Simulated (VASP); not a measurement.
This input was run:

POSCAR:
```
MgS                                     
1.0
   -0.0000000000      2.5903437999      2.5903437999
    2.5903437999      0.0000000000      2.5903437999
    2.5903437999      2.5903437999     -0.0000000000
  Mg              S             
     1     1
Direct
     0.0000000000000000    0.0000000000000000    0.0000000000000000
     0.5000000000000000    0.5000000000000000    0.5000000000000000
```

INCAR.step1:
```
PREC = Accurate
ENCUT = 520
EDIFF = 1E-5
ISMEAR = 0
SIGMA = 0.02
LREAL = False
LASPH = True
NELM = 100
ALGO = Normal
ISIF = 2
LWAVE = True
LCHARG = False
NBANDS = 11
GGA = PE
KPAR = 4
```

INCAR.step2:
```
PREC = Accurate
ENCUT = 520
EDIFF = 1E-6
ISMEAR = 0
SIGMA = 0.02
LREAL = False
LASPH = True
NELM = 100
ALGO = Normal
ISIF = 2
LWAVE = False
LCHARG = False
GGA = PE
LHFCALC = True
HFSCREEN = 0.2
PRECFOCK = Fast
NBANDS = 11
ISTART = 1
KPAR = 4
```

KPOINTS:
```
Automatic mesh
0
Gamma
  8 8 8
```

KPOINTS_OPT:
```
path GXWKGLUWLK,UX
10
line-mode
reciprocal
 0.0000000000  0.0000000000  0.0000000000  G
 0.5000000000  0.0000000000  0.5000000000  X

 0.5000000000  0.0000000000  0.5000000000  X
 0.5000000000  0.2500000000  0.7500000000  W

 0.5000000000  0.2500000000  0.7500000000  W
 0.3750000000  0.3750000000  0.7500000000  K

 0.3750000000  0.3750000000  0.7500000000  K
 0.0000000000  0.0000000000  0.0000000000  G

 0.0000000000  0.0000000000  0.0000000000  G
 0.5000000000  0.5000000000  0.5000000000  L

 0.5000000000  0.5000000000  0.5000000000  L
 0.6250000000  0.2500000000  0.6250000000  U

 0.6250000000  0.2500000000  0.6250000000  U
 0.5000000000  0.2500000000  0.7500000000  W

 0.5000000000  0.2500000000  0.7500000000  W
 0.5000000000  0.5000000000  0.5000000000  L

 0.5000000000  0.5000000000  0.5000000000  L
 0.3750000000  0.3750000000  0.7500000000  K

 0.6250000000  0.2500000000  0.6250000000  U
 0.5000000000  0.0000000000  0.5000000000  X
```

System: rocksalt MgS, space group Fm-3m, 2 atoms in the primitive cell.

Method: HSE06, VASP PAW PBE potentials, release 64 (Mg, S), no spin polarisation, no spin-orbit coupling, 8×8×8 k mesh, 520 eV cutoff, Gaussian smearing of 0.02 eV (VASP 6.6.1).

What does the calculation give for the electronic structure? The path is Γ–X–W–K–Γ–L–U–W–L–K|U–X.

The bands leave a gap. The gap along this path is 3.80 eV and indirect, from the valence-band top at Γ to the conduction-band bottom at X; the smallest direct gap is 4.92 eV, at Γ. Three bands meet at the valence-band top at Γ: it is triply degenerate (spin aside). The top valence band spans 2.6 eV and the lowest conduction band 3.6 eV. The direct gaps are 5.68 eV at X, 6.48 eV at U and 6.26 eV at L.

The PAW data sets were made with another functional.

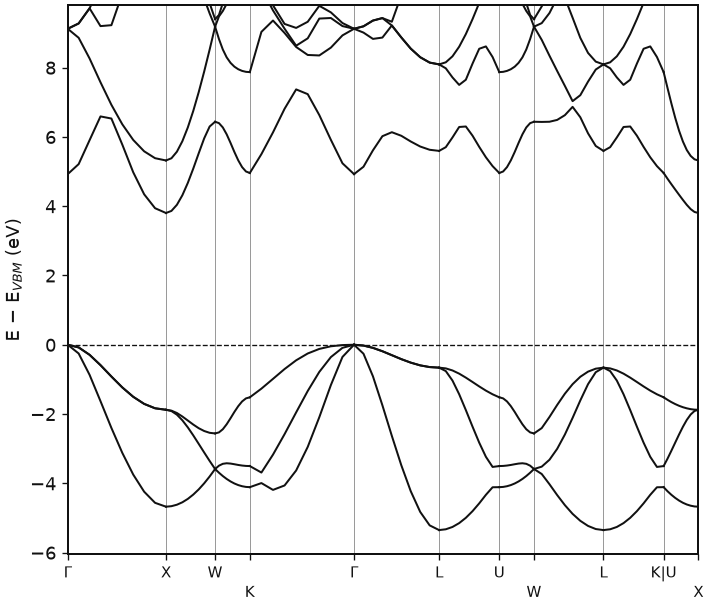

Band structure. Energies are counted from the top of the valence band.
